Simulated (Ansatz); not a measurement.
Consider Pt.

```xyz
8
Lattice="4.9977 0.0000 0.0000 0.0000 4.9977 0.0000 0.0000 0.0000 4.9977" Properties=species:S:1:pos:R:3 pbc="T T T"
Pt    0.0000    0.0000    0.0000
Pt    2.4988    2.4988    2.4988
Pt    1.2494    0.0000    2.4988
Pt    3.7483    0.0000    2.4988
Pt    2.4988    1.2494    0.0000
Pt    2.4988    3.7483    0.0000
Pt    0.0000    2.4988    1.2494
Pt    0.0000    2.4988    3.7483
```

Space group Pm-3n; set up as Pt, A15; a generated structure, not necessarily the stable one.

Computed with DFT, PBEsol, plane waves (420 eV) with PAW, scalar-relativistic in Ansatz.

### What will maps of the valence pseudo-density and electron localisation function show?

Pt–Pt (2.50 Å): ρ is about 0.62 e/Å³ halfway; the ELF is about 0.30 at the midpoint.
Pt–Pt (2.79 Å): the density is about 0.37 e/Å³ at the midpoint; the ELF is about 0.30 at the midpoint; no shared electron pair shows on this line.

### Metal or insulator at this level of theory?

It is gapless in this calculation (a metal or semimetal).

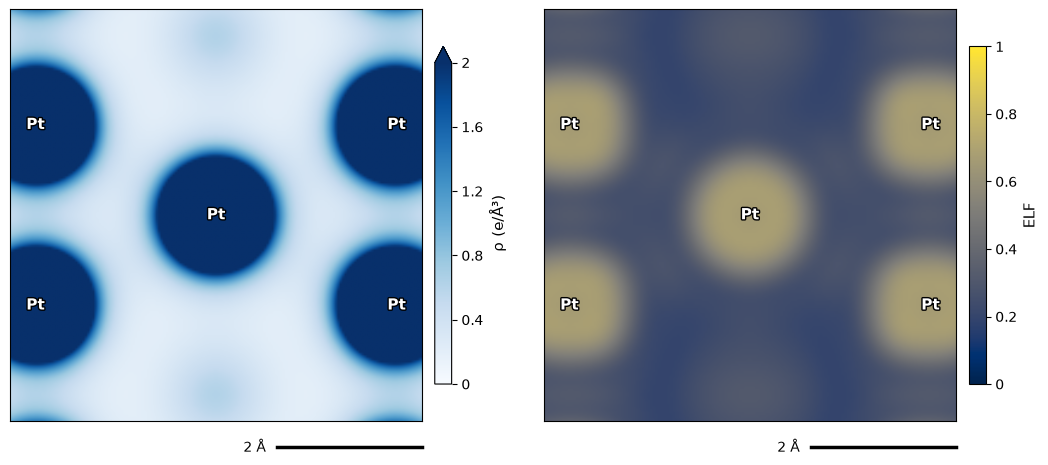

Computed valence pseudo-density and electron localisation function on the (001) plane of the conventional cell, in this order. 

The density is the valence pseudo-density of a PAW calculation; it isn't the true density close to the nuclei.
